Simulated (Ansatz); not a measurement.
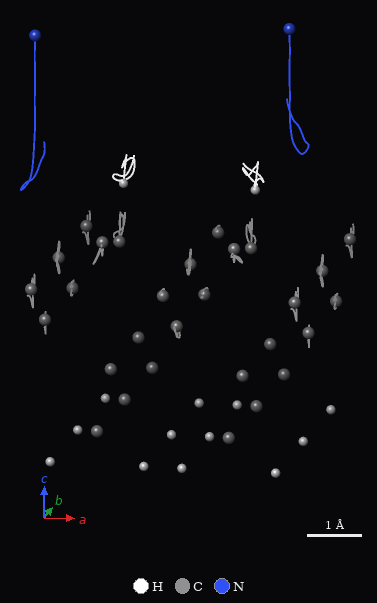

A Born-Oppenheimer molecular dynamics run of N2 on C(100)-2x1, partly H-covered, underside capped with H (32 atoms in the cell), 100 fs long. Lines trace each atom's path, in the colour of its element; spheres stand at the starting positions. Fixed atoms have no trace. Seen slightly off an axis in the simulation cell, with the vacuum cut short.

The calculation used DFT PBE-D3(BJ), scalar-relativistic, plane waves, PAW (Ansatz). Run with plane-wave cutoff 420 eV; k-point mesh 2 × 2 × 1; Fermi-Dirac smearing 0.02 eV; 16 atoms held fixed; constant energy (NVE); time step 0.5 fs; at the start 2 atoms move with typed velocities and the others are at rest.

Q: Describe the motion.

A: Root-mean-square distances from the starting positions over the second half, with the common drift of all atoms taken out: N 2.41 Å, H 0.34 Å, C 0.21 Å. The run lasts only 100 fs, too short to tell vibration from diffusion. Bond changes: one C–N bond forms at about 52 fs; one C–N bond breaks at about 90 fs. Over the second half the temperature averages 2805 K (spread ±608 K). The potential energy is still drifting at the end, so the run hasn't reached equilibrium. The potential energy in the second half lies on average 27.1 meV per atom below the first frame. The self-consistency threshold is loose, so the forces are noisy.

Limits of the set-up: the periodic images lie only 5.0 Å apart, so the values are limited by the cell's size.

PAW datasets: the set soft_1.
